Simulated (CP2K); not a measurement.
```xyz
6
Lattice="3.5182 0.0000 0.0000 -1.7591 3.0469 0.0000 0.0000 0.0000 13.9736" Properties=species:S:1:pos:R:3 pbc="T T T"
Te    1.7591    1.0156    5.2960
Te    0.0000    2.0312   12.2828
Te    1.7591    1.0156    1.6908
Te    0.0000    2.0312    8.6776
Mo    1.7591    1.0156   10.4802
Mo    0.0000    2.0312    3.4934
```

Space group P6₃/mmc; not relaxed (largest force 0.4 eV/Å); computed pressure about 5 GPa in this cell.

These are results of Kohn-Sham DFT of a periodic cell, PBE, GTH-PBE with UZH-TZVP basis (CP2K 2026.2), not measurements.

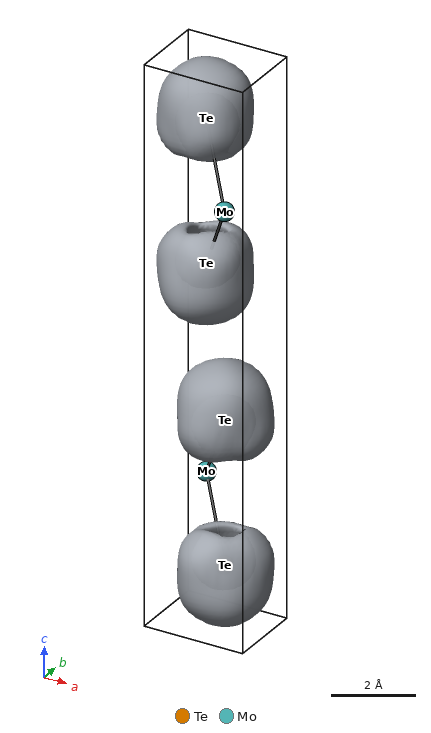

Te2Mo. Isosurface of the electron localisation function at 0.75 (grey), seen slightly off an axis. Core shells and regions of very low density are left out. Sticks mark near contacts.

In a pseudopotential calculation such maps are meaningful between the atoms, not at the nuclei.

> Where are the electrons localised?

The ELF exceeds this value in four regions wrapped around Te (the valence shell of each), counted in one cell of 6 atoms. Regions shared between cells count once. Profiles from the grid: Te–Mo (2.72 Å): the ELF is about 0.55 at the midpoint.
